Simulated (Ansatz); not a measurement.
# Run report: WS2, geometry relaxation (part 1 of 2)

System: WS2 (P6₃/mmc, 6 atoms in the cell).
Method: DFT PBE, scalar-relativistic, plane waves, PAW, spin-polarised (Ansatz 0.2.0).

The structure derives from an entry of the Crystallography Open Database.

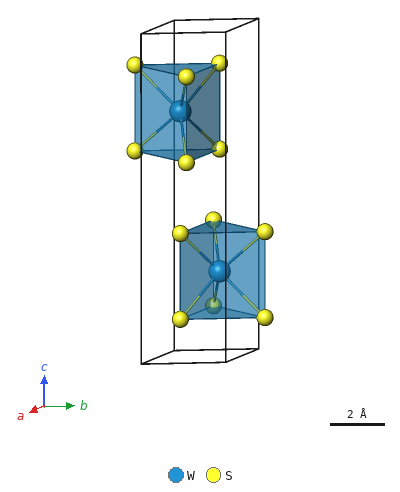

Figure 1. The structure as given in the input (polyhedral view of the cell of the calculation, seen slightly off an axis; polyhedra are completed across the faces of the cell). An atom can appear more than once, as a periodic image.

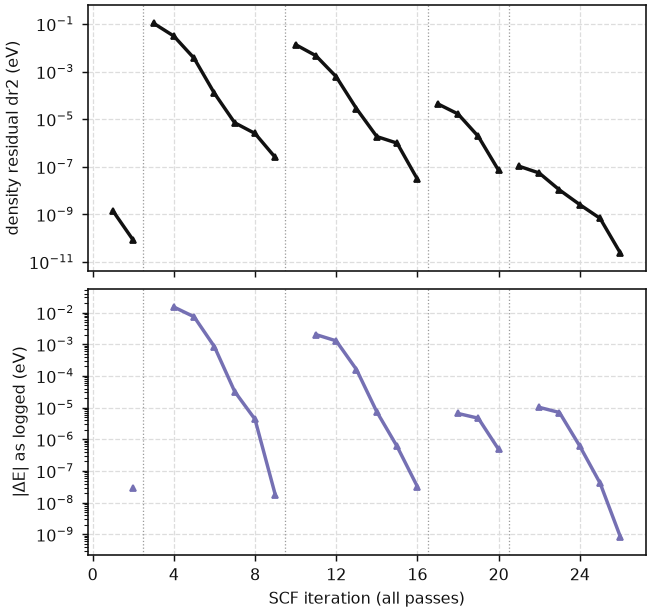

Figure 2. Convergence of the self-consistent field: density residual dr2 and size of the energy change against the SCF iteration. The dotted lines part the SCF passes of the relaxation: geometry steps, rejected trials and re-solves on a re-selected basis. The 5 passes take 2 to 7 iterations each, 26 in all.

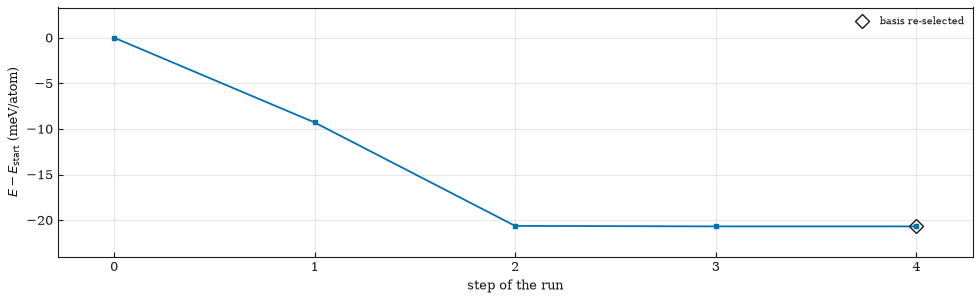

Figure 3. Progress of the relaxation, step by step (the first geometry is step 0 here and step 1 in the log).

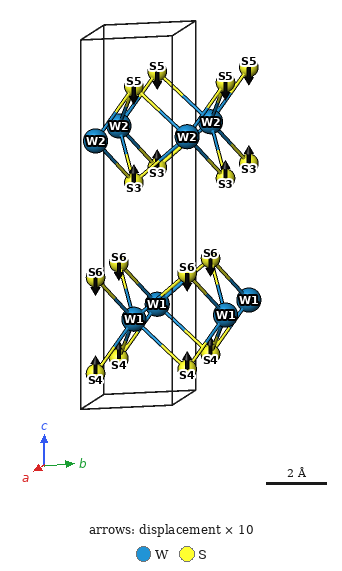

Figure 4. The starting structure with the displacements (without the part carried along by the change of the cell) as black arrows, magnified 10 times (ball-and-stick view of the cell of the calculation, repeated 2 × 2 × 1, seen slightly off an axis). After 3 geometry steps the energy has fallen by 20.7 meV per atom. Largest force component: 1.1 eV/Å at the start, 0.002 eV/Å at the end. The pressure goes from −3.68 to 2.16 GPa. The largest moves relative to the cell, 0.063 Å, are those of S3, S4, S5 and S6. W stays in place. The drawn cell changes at constant volume: a = b 3.180 → 3.169 Å (−0.3 %), c 12.500 → 12.584 Å (+0.7 %). Among the contacts that change: W1–S4 2.452 → 2.413 Å. The space group stays P6_3/mmc (No. 194). A last SCF at the same geometry on a re-selected plane-wave basis shifts the energy by next to nothing (0.0 meV per atom). (Atoms are counted from 1 in the order of the input.)

The input that produced these results follows, with the program's output.

Input
```yaml
crystal:
  lattice:
    - [3.1799994882, 1.0e-10, 0.0]
    - [-1.5899997441, 2.7539603408, 0.0]
    - [0.0, 0.0, 12.499999323]
  atoms:
    - { symbol: W, position: [0.3333333333, 0.6666666667, 0.25], spin: 0.05 }
    - { symbol: W, position: [0.6666666667, 0.3333333333, 0.75], spin: -0.05 }
    - { symbol: S, position: [0.3333333333, 0.6666666667, 0.62] }
    - { symbol: S, position: [0.6666666667, 0.3333333333, 0.12] }
    - { symbol: S, position: [0.3333333333, 0.6666666667, 0.88] }
    - { symbol: S, position: [0.6666666667, 0.3333333333, 0.38] }
basis:
  ecutwfc: 420
  ecutrho_ratio: 4
kpoints:
  mp_grid: { grid: [8, 8, 2] }
hamiltonian:
  xc: pbe
scf:
  occupations: { method: gaussian, width: 0.05 }
  lower_state_search: "off"
output:
  forces: true
  stress: true
  eigenvalues: true
  populations: true
magnetization:
  spin_polarized: true
relax:
  f_tol: 0.015
  max_steps: 40
  cell: { stress_tol: 0.15, fix: [volume] }
checkpoint:
  read: start.run
  write: ck
  compress: false
  write_wavefunctions: false
  write_every: 100000
```

Command:
```bash
ansatz run input.yaml --threads 4 --pin off --max-ram 8192MiB --backend cpu --events-out ev --progress --plain --runs-dir out
```

The program's output
```
Warning: checkpoint.read: spin seed differs: saved e89163baf9bc…, current 581cb370d5f3…; the loaded state replaces the seed-built initial guess (but the starting_ns of a DFT+U solve that opens without the state's occupation matrices), so the run may converge into the producing seed's basin, or, where the symmetry group that follows from this deck's starting moments and starting_ns does not hold the saved magnetisation, lose that magnetisation at its first build. Where atoms have moved since the state was saved, this difference can also decide whether moments are moved with them. A self-consistent run of this deck without the state starts from its starting moments and, under a DFT+U term, its starting_ns
Engine: ansatz 0.2.0, aarch64-unknown-linux-gnu
Pseudopotentials: kind: paw
Pseudopotential: W, paw, valence charge 14, recommended cutoff 420 eV (normal), W.paw.azcp
Pseudopotential: S, paw, valence charge 6, recommended cutoff 420 eV (normal), S.paw.azcp
Functional definition: PBE
  parameter kappa = 0.804
  parameter beta = 0.06672455060314922
  exchange = pbe_x(kappa = kappa, mu = beta*pi^2/3)
  correlation = pbe_c(beta = beta)
Crystal: 6 atoms, lattice volume = 109.470 Å³
Basis set: ecut = 420 eV, 2129 PW (Γ), exchange–correlation on 48×48×180 points (8 copies of the dense FFT grid, shifted against one another)
Bands: 33, of which v1, the nominal top of the filled ones, is band 26 counted from 1 (25 counted from 0)
Symmetry: 12 space group operations
Space group: P-6m2 (ITA 187), of the structure as read, at distance tolerance 4.8e-5 Å
Magnetic group: BNS 194.267 (UNI 1497), of the structure as read, at distance tolerance 4.8e-5 Å
k-points: 20 of 128 (time reversal used)
Non-local potential: W, projectors of the file, l = 0: 3, l = 1: 2, l = 2: 2, l = 3: 1
Non-local potential: S, projectors of the file, l = 0: 2, l = 1: 2, l = 2: 2
PAW form: soft (Blöchl's): semilocal exchange-correlation on the pseudo side does not see the compensation charge
PAW one-centre angular grid: W, 590 points (default); XC on 64 Gauss nodes
PAW one-centre angular grid: S, 110 points (default); XC on 64 Gauss nodes
Initial density: read from a saved state, or passed on in memory by an earlier SCF of this step, an earlier step, the calling program or the single point that the run made first
Stability of the state it starts from, as read at its close in the collinear treatment: not read negative (a value of 1 − χ₀K of 0.64, by a stability probe under the symmetry group of the SCF that read it); its run was given moments
Starting moments: Σ|m| = 0.1 μB on 2 of 6 sites; this step starts from the density that it was given
Initial wavefunctions: pseudopotential atomic-orbital guess
Functional: x = pbe(κ = 0.804, μ = 0.2195149727645171), c = pbe(β = 0.06672455060314922)
iter 1 solved again at ethr=1.75e-7 eV; its pass at ethr=3.10e-3 eV (dr2=9.11e-5 eV) is discarded
SCF iter   1: F=—  HF=-24382.679985 eV  |F-HF|=—  |Δ(HF+E_count)|=         —  Δρ=3.59e-7 (↑3.57e-7 ↓3.59e-7)  dr2=1.40e-9  dr2_m=1.82e-13  M=0.000 μB ∫|m|=0.000 μB  β_m=0.30  ethr=1.75e-7  ⟨swp⟩=3.0  Hψ=9638  notcnv=0
eigensolver tolerance schedule: the retry pair's looser diagonalisation over-reported the residual by 65248.41 of it (diagonalisation noise at an unbounded share of the residual, at the tolerance the schedule requests for it); recorded, not acted on — ethr = c·dr2/N_el stays at c = 1.0e-1
preconditioner: auto → Resta (q_TF=auto, 2.410 Å⁻¹)  ε∞=7.5  [insulator: Δε(μ)=1.154 eV  Ē_g=8.357 eV  σ=0.050 eV  W_gap=1.00  n_scr=26 (ndim 8)  ℏωp=21.3 eV  f_vac=0.013  D(μ)=0.00/eV (n_scr^D=0)  ε∞_Penn≈7.5]
spin=Collinear: Resta preconditioning applied to the charge; magnetization (m = ρ↑ − ρ↓) channel mixes plain (no charge-response kernel on spin).
SCF iter   2: F=-24382.679985 eV  HF=-24382.679985 eV  |F-HF|=1.46e-11  |Δ(HF+E_count)|=   2.81e-8  Δρ=1.35e-7 (↑1.34e-7 ↓1.35e-7)  dr2=8.24e-11  dr2_m=1.31e-13  M=0.000 μB ∫|m|=0.000 μB  ethr=2.69e-12  ⟨swp⟩=7.8  Hψ=5878  notcnv=0
WARN: the starting moments were not kept: the SCF closed with an absolute magnetisation of 8.4e-7 μB, where they sum to 0.1 μB in size (2 sites). That is at most 0.1 of that sum. Measured as dr2_m measures the in/out step, that magnetisation stands 3.5e-14 eV from none, at or under the dr2_threshold of 1.0e-7 eV: it is no larger than a step whose dr2_m would equal this threshold. The system may hold no moment; this SCF shows only that its start led to no more than that. This SCF took its magnetisation from a saved state (the deck's checkpoint.read, a session's seed or a resume), or from the single point or search that the run made first, and not from the starting moments. Where the run's atoms have moved since that state, how it is taken is a key of its own (checkpoint.density_extrapolation: follow_atoms, where typed, takes the whole of its magnetisation to them with its atoms, but for some exceptions; the density_extrapolation keyword of a session's seed is the same key). To be rid of a resumed run's state, run its deck in a fresh run directory. To be rid of the state of a single point that the run made first, give starting moments in the input or, where a deck that gives them still makes one, type scf.lower_state_search: off. To try another start, run it without that state.
SCF 1 converged in 2 iterations: F = -24382.679985 eV  dr2 = 8.24e-11
  greatest PAW one-centre occupation: 1.000 electrons in one spin orbital (limit 2), on the W atom at site 0 (counted from 0), in its partial waves of l = 0
relax step   1: F+E_penalty+E_count = -24382.67998508 eV  Δ(F+E_penalty+E_count) = +0.000e0 eV  max|allowed force component| = 1.057e0 eV/Å  Δτ_max = 0.0000 Å  P = -3.684 GPa  Ω = 109.470 Å³  fix = [volume]  reactions: volume -3.684 GPa  (2 SCF iters, dr2 threshold 1.00e-7 eV, accepted)
Initial density: handed on by an earlier stage of this run
Initial wavefunctions: those handed on with the density
iter 1 solved again at ethr=1.80e-4 eV; its pass at ethr=3.10e-3 eV (dr2=9.36e-2 eV) is discarded
SCF iter   1: F=—  HF=-24382.758960 eV  |F-HF|=—  |Δ(HF+E_count)|=         —  Δρ=4.17e-3 (↑4.17e-3 ↓4.17e-3)  dr2=1.08e-1  dr2_m=1.06e-10  M=0.000 μB ∫|m|=0.000 μB  β_m=0.30  ethr=1.80e-4  ⟨swp⟩=1.1  Hψ=6570  notcnv=0
eigensolver tolerance schedule calibrated: the retry pair's looser diagonalisation under-reported the residual by θ = 0.13 (0.11/decade); ethr = c·dr2/N_el runs at the constant in force after the calibration composes with the one it found (an armed cap, an earlier calibration), c = 8.4e-2
preconditioner: auto → Resta (q_TF=auto, 2.410 Å⁻¹)  ε∞=7.0  [insulator: Δε(μ)=1.203 eV  Ē_g=8.689 eV  σ=0.050 eV  W_gap=1.00  n_scr=26 (ndim 8)  ℏωp=21.3 eV  f_vac=0.027  D(μ)=0.00/eV (n_scr^D=0)  ε∞_Penn≈7.0]
spin=Collinear: Resta preconditioning applied to the charge; magnetization (m = ρ↑ − ρ↓) channel mixes plain (no charge-response kernel on spin).
SCF iter   2: F=—  HF=-24382.743927 eV  |F-HF|=—  |Δ(HF+E_count)|=   1.50e-2  Δρ=2.64e-3 (↑2.64e-3 ↓2.64e-3)  dr2=3.12e-2  dr2_m=2.17e-10  M=0.000 μB ∫|m|=0.000 μB  β_m=0.48  ethr=1.74e-4  ⟨swp⟩=2.0  Hψ=1694  notcnv=0
SCF iter   3: F=—  HF=-24382.736563 eV  |F-HF|=—  |Δ(HF+E_count)|=   7.36e-3  Δρ=9.68e-4 (↑9.68e-4 ↓9.68e-4)  dr2=3.64e-3  dr2_m=4.15e-10  M=0.000 μB ∫|m|=0.000 μB  β_m=0.64  ethr=5.04e-5  ⟨swp⟩=2.5  Hψ=1813  notcnv=0
SCF iter   4: F=—  HF=-24382.735721 eV  |F-HF|=—  |Δ(HF+E_count)|=   8.42e-4  Δρ=1.54e-4 (↑1.54e-4 ↓1.53e-4)  dr2=1.23e-4  dr2_m=2.24e-10  M=0.000 μB ∫|m|=0.000 μB  β_m=0.82  ethr=5.87e-6  ⟨swp⟩=2.0  Hψ=2032  notcnv=0
SCF iter   5: F=—  HF=-24382.735753 eV  |F-HF|=—  |Δ(HF+E_count)|=   3.21e-5  Δρ=3.20e-5 (↑3.20e-5 ↓3.19e-5)  dr2=7.07e-6  dr2_m=5.66e-11  M=0.000 μB ∫|m|=0.000 μB  β_m=0.91  ethr=1.99e-7  ⟨swp⟩=2.0  Hψ=1880  notcnv=0
SCF iter   6: F=—  HF=-24382.735757 eV  |F-HF|=—  |Δ(HF+E_count)|=   4.28e-6  Δρ=1.56e-5 (↑1.56e-5 ↓1.55e-5)  dr2=2.51e-6  dr2_m=4.35e-12  M=0.000 μB ∫|m|=0.000 μB  β_m=0.82  ethr=1.14e-8  ⟨swp⟩=2.0  Hψ=2038  notcnv=0
SCF iter   7: F=-24382.735757 eV  HF=-24382.735757 eV  |F-HF|=4.17e-8  |Δ(HF+E_count)|=   1.76e-8  Δρ=5.43e-6 (↑5.41e-6 ↓5.43e-6)  dr2=2.46e-7  dr2_m=1.51e-12  M=0.000 μB ∫|m|=0.000 μB  ethr=9.68e-10  ⟨swp⟩=5.7  Hψ=5679  notcnv=0
the starting moments were not kept: the SCF closed with an absolute magnetisation of 1.7e-6 μB, where they sum to 0.1 μB in size (2 sites). That is at most 0.1 of that sum. Measured as dr2_m measures the in/out step, that magnetisation stands 1.5e-13 eV from none, at or under the dr2_threshold of 6.0e-7 eV: it is no larger than a step whose dr2_m would equal this threshold.
SCF 2 converged in 7 iterations: F = -24382.735757 eV  dr2 = 2.46e-7
relax step   2: F+E_penalty+E_count = -24382.73575695 eV  Δ(F+E_penalty+E_count) = -5.577e-2 eV  max|allowed force component| = 8.408e-1 eV/Å  Δτ_max = 0.0956 Å  P = +5.810 GPa  Ω = 109.470 Å³  energy of the carried Pulay correction = -8.885e-18 eV  fix = [volume]  reactions: volume +5.810 GPa  (7 SCF iters, dr2 threshold 6.00e-7 eV, accepted)
Basis set: ecut = 420 eV, 2107 PW (Γ), exchange–correlation on 48×48×180 points (8 copies of the dense FFT grid, shifted against one another)
iter 1 solved again at ethr=2.84e-5 eV; its pass at ethr=3.10e-3 eV (dr2=1.48e-2 eV) is discarded
```
